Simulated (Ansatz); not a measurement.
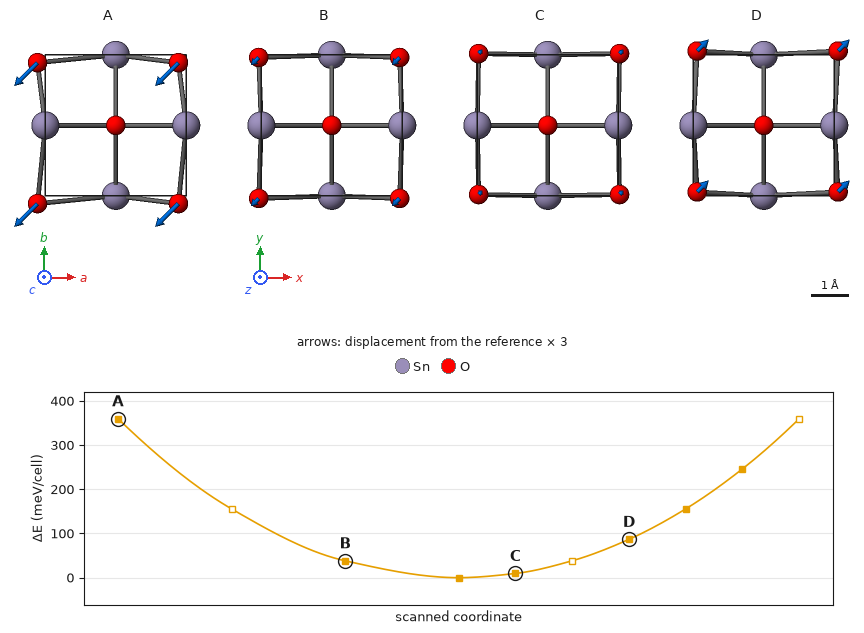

A scan of a crystal of SnO (P4/nmm) along one coordinate. Hollow markers are points alike by symmetry, not computed again. Style: ball-and-stick. Shown: the cell of the calculation, along the c axis. Blue arrows: displacements from the reference.

Theory: Ansatz, DFT PBE+D3(BJ), scalar-relativistic, plane waves, PAW. Set-up: plane-wave cutoff 420 eV; k-point mesh 12 × 12 × 10; occupations gaussian; smearing width 0.15 eV; no spin polarisation. Energies (free energies at the smearing named) are counted from the relaxed crystal.

What is being scanned?

An O atom (one in each cell of 4 atoms) is moved along Cartesian [1 1 0], all else fixed. In the frames the displacement is −0.30 Å (A), −0.10 Å (B), 0.05 Å (C), 0.15 Å (D). The lowest computed point lies at the displacement 0.00 Å (0 meV/cell). The end points stand at 360 meV/cell (−0.30 Å) and 360 meV/cell (0.30 Å). The curvature at zero is about 7.6 eV/Å². The well is symmetric. At the highest point the shortest interatomic distance is 2.07 Å, against 2.24 Å in the reference. The distortion takes the space group from P4/nmm to C2.
